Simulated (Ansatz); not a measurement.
# Run report: Ti$_{5}$Si, single-point calculation

The run: single-point calculation of Ti$_{5}$Si (6 atoms in the cell). Method and program: DFT PBE, scalar-relativistic, plane waves, PAW, no spin polarisation (Ansatz 0.2.0).

The structure derives from a Materials Project entry. Figures and captions count atoms from 1; the log counts them from 0 in places.

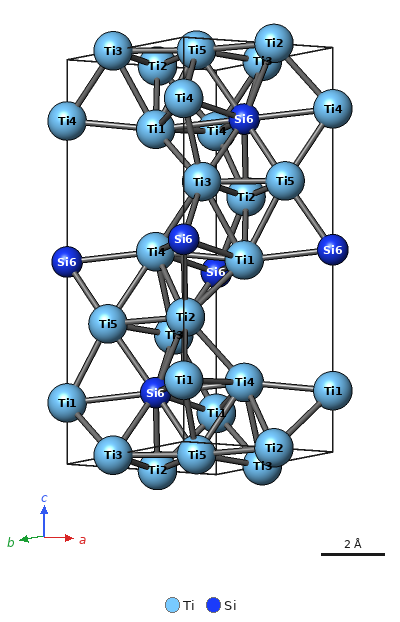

**Figure 1.** The input geometry (ball-and-stick view of the cell 3 times as large as that of the calculation, set on its symmetry axes, seen at an oblique angle; atoms are numbered from 1 in the order of the input). Near neighbours in the crystal (not all of them lie inside the picture): Ti has 3 Si at 2.92 Å and 9 Ti at 2.83 to 2.94 Å; Ti has 2 Si at 2.71 Å and 8 Ti at 2.69 to 2.88 Å; Si has 12 Ti at 2.71 to 2.92 Å.

**Input**
```yaml
crystal:
  lattice:
    - [2.5228393509, 1.4565619783, 4.4409048145]
    - [-2.5228393509, 1.4565619783, 4.4409048145]
    - [0.0, -2.9131239567, 4.4409048145]
  atoms:
    - { symbol: Ti, position: [0.15143967, 0.15143967, 0.15143967] }
    - { symbol: Ti, position: [0.60535, 0.39465, 0.0] }
    - { symbol: Ti, position: [0.0, 0.60535, 0.39465] }
    - { symbol: Ti, position: [0.84856033, 0.84856033, 0.84856033] }
    - { symbol: Ti, position: [0.39465, 0.0, 0.60535] }
    - { symbol: Si, position: [0.5, 0.5, 0.5] }
basis:
  ecutwfc: 420
kpoints:
  mp_grid: { grid: [6, 6, 6] }
hamiltonian:
  xc: pbe
scf:
  occupations: { method: gaussian, width: 0.1 }
output:
  forces: true
  stress: true
  eigenvalues: true
```

Run as:
```bash
ansatz run input.yaml --threads 2 --pin off --max-ram 5120MiB --backend cpu --events-out ev --progress --plain --runs-dir out
```

**Log**
```
Engine: ansatz 0.2.0, x86_64-unknown-linux-gnu
Pseudopotentials: kind: paw
Pseudopotential: Ti, paw, valence charge 12, recommended cutoff 420 eV (normal), Ti.paw.azcp
Pseudopotential: Si, paw, valence charge 4, recommended cutoff 420 eV (normal), Si.paw.azcp
Functional definition: PBE
  parameter kappa = 0.804
  parameter beta = 0.06672455060314922
  exchange = pbe_x(kappa = kappa, mu = beta*pi^2/3)
  correlation = pbe_c(beta = beta)
Crystal: 6 atoms, lattice volume = 97.913 Å³
Basis set: ecut = 420 eV, 1911 PW (Γ), exchange–correlation on 72×72×72 points (8 copies of the dense FFT grid, shifted against one another)
Bands: 39, of which v1, the nominal top of the filled ones, is band 32 counted from 1 (31 counted from 0)
Symmetry: 6 space group operations
Space group: R32 (ITA 155), of the structure as read, at distance tolerance 4.6e-5 Å
k-points: 32 of 216 (time reversal used)
Non-local potential: Ti, projectors of the file, l = 0: 3, l = 1: 2, l = 2: 3, l = 3: 1
Non-local potential: Si, projectors of the file, l = 0: 2, l = 1: 2, l = 2: 2
PAW form: soft (Blöchl's): semilocal exchange-correlation on the pseudo side does not see the compensation charge
PAW one-centre angular grid: Ti, 590 points (default); XC on 64 Gauss nodes
PAW one-centre angular grid: Si, 110 points (default); XC on 64 Gauss nodes
Initial density: superposition of atomic densities (neutral atoms: chi_scale 0, normalization atom), corrected by the library's trained network
Initial wavefunctions: pseudopotential atomic-orbital guess
Functional: x = pbe(κ = 0.804, μ = 0.2195149727645171), c = pbe(β = 0.06672455060314922)
SCF iter   1: F=—  HF=-13135.945958 eV  |F-HF|=—  |Δ(HF+E_count)|=         —  Δρ=7.70e-3  dr2=8.50e-2  ethr=1.77e-3  ⟨swp⟩=7.1  Hψ=5299  notcnv=0
preconditioner: auto → Kerker (q_TF=auto, 2.542 Å⁻¹)  [metal: Δε(μ)=0.031 eV  Ē_g=3.328 eV  σ=0.100 eV  W_gap=0.17  n_scr=26 (ndim 8)  ℏωp=18.4 eV  f_vac=0.000  D(μ)=4.83/eV (n_scr^D=52)]
SCF iter   2: F=—  HF=-13135.931141 eV  |F-HF|=—  |Δ(HF+E_count)|=   1.48e-2  Δρ=4.25e-3  dr2=2.93e-2  ethr=1.33e-4  ⟨swp⟩=1.0  Hψ=1505  notcnv=0
SCF iter   3: F=—  HF=-13135.923764 eV  |F-HF|=—  |Δ(HF+E_count)|=   7.38e-3  Δρ=6.91e-4  dr2=6.47e-4  ethr=4.57e-5  ⟨swp⟩=2.0  Hψ=1564  notcnv=0
SCF iter   4: F=—  HF=-13135.923608 eV  |F-HF|=—  |Δ(HF+E_count)|=   1.56e-4  Δρ=1.46e-4  dr2=2.72e-5  ethr=1.01e-6  ⟨swp⟩=2.0  Hψ=1557  notcnv=0
SCF iter   5: F=—  HF=-13135.923598 eV  |F-HF|=—  |Δ(HF+E_count)|=   9.15e-6  Δρ=4.20e-5  dr2=1.98e-6  ethr=4.25e-8  ⟨swp⟩=2.3  Hψ=2027  notcnv=0  defer=1
SCF iter   6: F=—  HF=-13135.923598 eV  |F-HF|=—  |Δ(HF+E_count)|=   1.00e-7  Δρ=1.29e-5  dr2=1.68e-7  ethr=3.09e-9  ⟨swp⟩=2.2  Hψ=1762  notcnv=0  defer=1
SCF iter   7: F=-13135.923598 eV  HF=-13135.923598 eV  |F-HF|=9.53e-9  |Δ(HF+E_count)|=   2.57e-8  Δρ=4.06e-6  dr2=1.46e-8  ethr=1.56e-10  ⟨swp⟩=9.1  Hψ=4667  notcnv=0
SCF 1 converged in 7 iterations: F = -13135.923598 eV  dr2 = 1.46e-8
  greatest PAW one-centre occupation: 0.999 electrons in one spin orbital (limit 2), on the Ti atom at site 0 (counted from 0), in its partial waves of l = 0
```

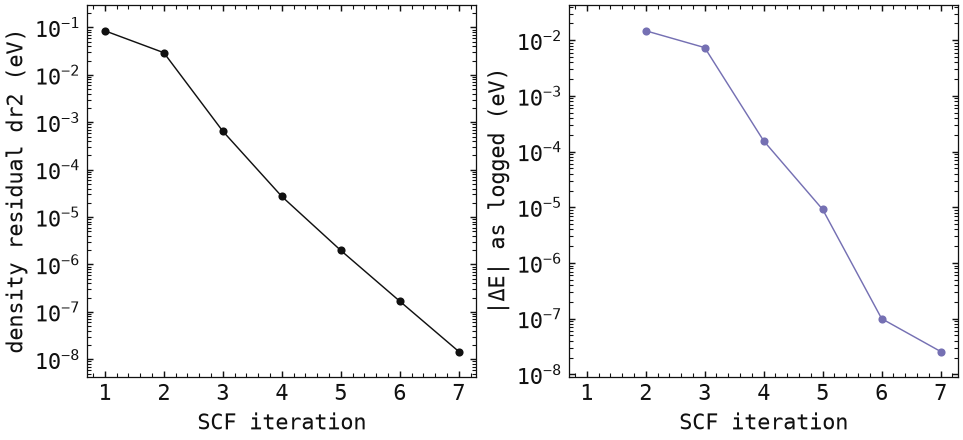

**Figure 2.** Convergence of the self-consistent field: density residual dr2 and size of the energy change against the SCF iteration. The residual falls at every step.

```
SCF converged after 7 iterations
Free energy (F): -13135.923598 eV
Harris-Foulkes:  -13135.923598 eV  (|F-HF|=9.53e-9)
Internal energy: -13135.896497 eV  (E = F + TS)
E sigma→0 (E₀):  -13135.910047 eV
Entropy (-TS):   -0.027102 eV (-4.517 meV/atom)
Fermi energy:    13.325394 eV
--- Per-component energies (eV) ---
  E_band       = -753.423513
  E_kinetic    = 1407.656617
  E_local      = -4324.432818  (includes V_loc(G=0)·N_el)
  E_nonlocal   = 65.897461
  E_hartree    = 1807.858350
  E_xc         = -545.020796
  E_vxc        = -659.909532  (∫ρ·V_xc dr)
  E_paw        = -5751.621827  (= ΣΔE_a)
  E_vpaw       = -858.344602  (= ΣTr[D̂ρ^β])
  E_aug_tail   = 0.000609  (compensation charges beyond the density's cutoff)
  E_ewald      = -5796.234093
  E_smearing   = -0.027102  (= −TS)
  E_closure    = 0.000000  (closes the sum)
  Σ components = -13135.923598   (vs F -13135.923598, Δ=0.00e0)
--- Forces (eV/Å), atoms counted from 1 ---
  atom   1  Ti     0.00000000    -0.00000000     0.02165230
  atom   2  Ti    -0.03167247     0.00000000     0.00000000
  atom   3  Ti     0.01583624    -0.02742917    -0.00000000
  atom   4  Ti     0.00000000     0.00000000    -0.02165230
  atom   5  Ti     0.01583624     0.02742917     0.00000000
  atom   6  Si     0.00000000     0.00000000     0.00000000
  max |Σ_I F_I| component: 3.12e-17 eV/Å
--- Stress (GPa, compression-positive) ---
        0.087242       0.000000       0.000000
        0.000000       0.087242       0.000000
        0.000000       0.000000      -0.058862
  P = ⅓ Tr σ = 0.0385 GPa (0.385 kbar)
--- Band table (eV; the first three rows and the last of 32) ---
  k-point 0: bands = ["-43.4094", "-43.3356", "-43.1957", "-43.0620", "-43.0620", "-19.9089", "-19.8148", "-19.7753", "-19.7753", "-19.7163", "-19.6968", "-19.6968", "-19.5088", "-19.5088", "-19.3121", "-19.3121", "-19.2700", "-19.2513", "-19.0006", "-19.0006", "4.3677", "9.6869", "10.6346", "10.6346", "11.5344", "11.5805", "12.2395", "12.2395", "12.4284", "12.4284", "12.6009", "13.2070", "13.2790", "13.2790", "14.3905", "14.3905", "14.7173", "14.7977", "15.0644"]
  k-point 1: bands = ["-43.4035", "-43.3390", "-43.1897", "-43.0708", "-43.0621", "-19.9013", "-19.8177", "-19.7922", "-19.7687", "-19.7564", "-19.6410", "-19.6236", "-19.5167", "-19.4904", "-19.3544", "-19.3169", "-19.2712", "-19.2528", "-19.0384", "-19.0109", "4.5480", "9.4187", "10.5949", "10.6688", "11.2209", "11.8004", "12.0759", "12.1040", "12.2093", "12.5100", "12.7627", "13.1774", "13.4336", "13.5021", "14.2538", "14.4131", "14.6877", "14.8179", "15.0277"]
  k-point 2: bands = ["-43.3893", "-43.3481", "-43.1735", "-43.0927", "-43.0622", "-19.9048", "-19.8173", "-19.7856", "-19.7545", "-19.7250", "-19.5947", "-19.5708", "-19.5110", "-19.4406", "-19.4064", "-19.3341", "-19.2900", "-19.2684", "-19.1279", "-19.0296", "4.9687", "8.8387", "10.6177", "10.7390", "11.0018", "11.4094", "11.6839", "12.2008", "12.2526", "12.5161", "12.9242", "13.2640", "13.7380", "13.8526", "14.1360", "14.2024", "14.4671", "14.6591", "14.9514"]
  k-point 31: bands = ["-43.3890", "-43.3363", "-43.2160", "-43.0621", "-43.0621", "-19.8768", "-19.8211", "-19.8211", "-19.6982", "-19.6137", "-19.6137", "-19.6047", "-19.5249", "-19.5249", "-19.4644", "-19.3335", "-19.3246", "-19.3246", "-19.0075", "-19.0075", "5.3008", "8.3311", "10.0713", "10.0713", "11.3285", "11.5694", "11.8896", "11.8896", "12.5033", "12.7388", "12.7388", "13.1696", "13.5817", "13.5817", "14.1910", "14.6046", "14.6046", "14.9301", "14.9301"]
```

**Key numbers**

```json
{"quantity": "outcome", "value": "converged"}
{"quantity": "space group (tolerance 0.01 Å)", "value": "R32 (155)"}
{"quantity": "electrons treated", "value": "64"}
{"quantity": "free energy", "value": "−13135.9236 eV"}
{"quantity": "Fermi energy", "value": "13.325 eV"}
{"quantity": "gap on the k-point mesh", "value": "none (metallic)"}
{"quantity": "pressure", "value": "0.04 GPa"}
{"quantity": "largest force (length of the vector)", "value": "0.032 eV/Å"}
{"quantity": "hardware", "value": "2 threads of Intel Xeon (Granite Rapids), 176 GiB of memory available, shared host"}
{"quantity": "wall time", "value": "5.5 s (CPU time 10 s)"}
{"quantity": "peak memory", "value": "0.41 GiB"}
```
